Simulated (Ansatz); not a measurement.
ZrS₂ (P-3m1, No. 164): the end point of a relaxation with Ansatz, DFT PBEsol, scalar-relativistic, plane waves, PAW.

```
Zr S
1.0
     3.62727    0.00000    0.00000
    -1.81364    3.14131    0.00000
     0.00000    0.00000    5.87634
Zr S
1 2
Direct
  0.00000 0.00000 0.00000
  0.33333 0.66667 0.24726
  0.66667 0.33333 0.75274
```

Q: What will a projected-potential map along [101] show? Computed as the sum of neutral-atom potentials (tabulated electron scattering factors, B = 0.5 Å²) projected along the beam and smoothed by 0.25 Å; brighter is more positive.

A: The columns repeat on an oblique net of 3.09 × 3.50 Å with an angle of 116° (plane group p2). The brightest columns hold 1 Zr per repeat; in falling brightness follow 1 S (about 50 %). Brightness is counted from the darkest point of the image. The shortest distance between visible columns is 1.05 Å in projection (between S columns). Along the beam the structure repeats every 6.91 Å.

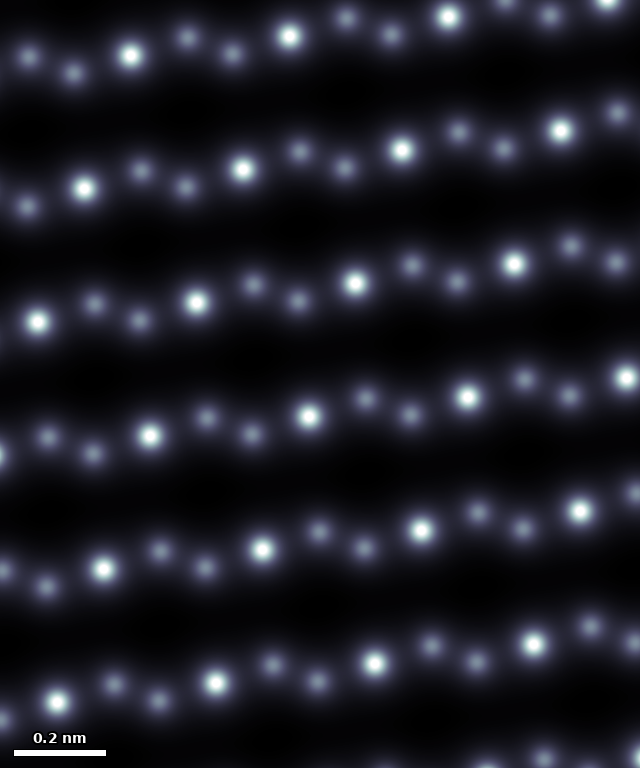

The simulated image.

Q: What mean inner potential do neutral atoms give for this crystal?

A: About 16 V (the sum of the forward scattering factors over the cell volume; bonding usually lowers the true value).
